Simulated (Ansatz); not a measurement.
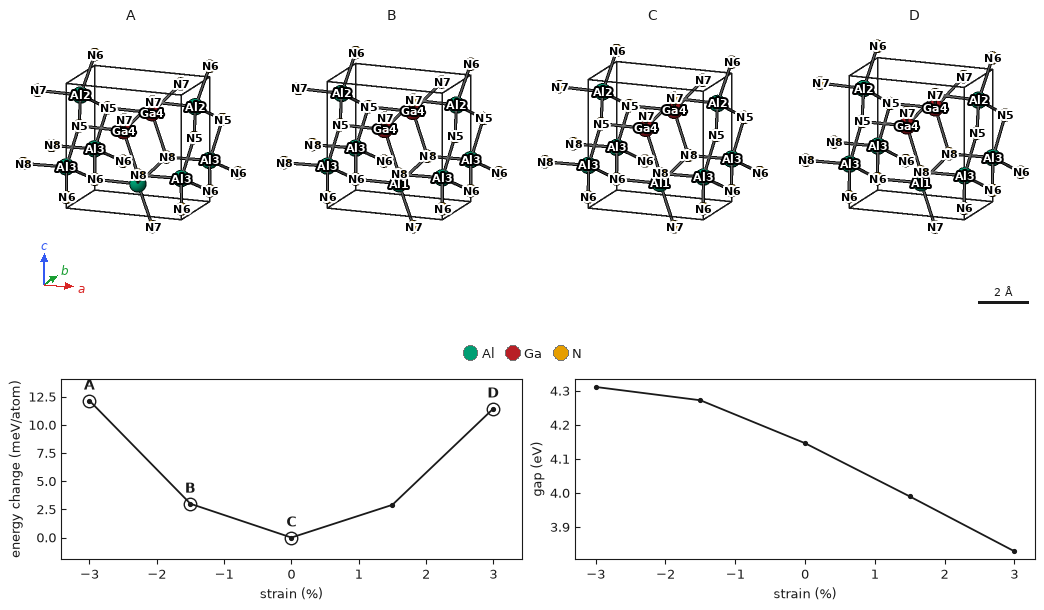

Members of a series of calculations on crystalline Al₃GaN₄ (set up in Pm), marked on the first curve. Style: ball-and-stick. Shown: the cell of the calculation, slightly off an axis.

Method: DFT r2SCAN, scalar-relativistic, plane waves, PAW (Ansatz). Settings: plane-wave cutoff 500 eV; k-point mesh 6 × 8 × 4; occupations gaussian; smearing width 0.02 eV; no spin polarisation.

Describe the series.

Answer. Strain along c alone, the other axes held, atoms relaxed. A (strain −3.0 %): energy change 12.2 meV/atom, volume 10.33 Å³ per atom, gap 4.31 eV. B (strain −1.5 %): energy change 3.0 meV/atom, volume 10.49 Å³ per atom, gap 4.27 eV. C (strain 0.0 %): energy change 0.0 meV/atom, volume 10.65 Å³ per atom, gap 4.15 eV. D (strain 3.0 %): energy change 11.5 meV/atom, volume 10.97 Å³ per atom, gap 3.83 eV. The rest compares A with D. Cell: a unchanged at 5.038 Å, b unchanged at 3.125 Å, c 5.248 → 5.573 Å (+6.2 %). Volume +6.2 %. Near-neighbour distances before and after: Ga–N 1.916 → 1.951 to 1.975 Å, Al–N 1.868 → 1.904 to 1.925 Å, Al–N 1.851 → 1.905 Å.
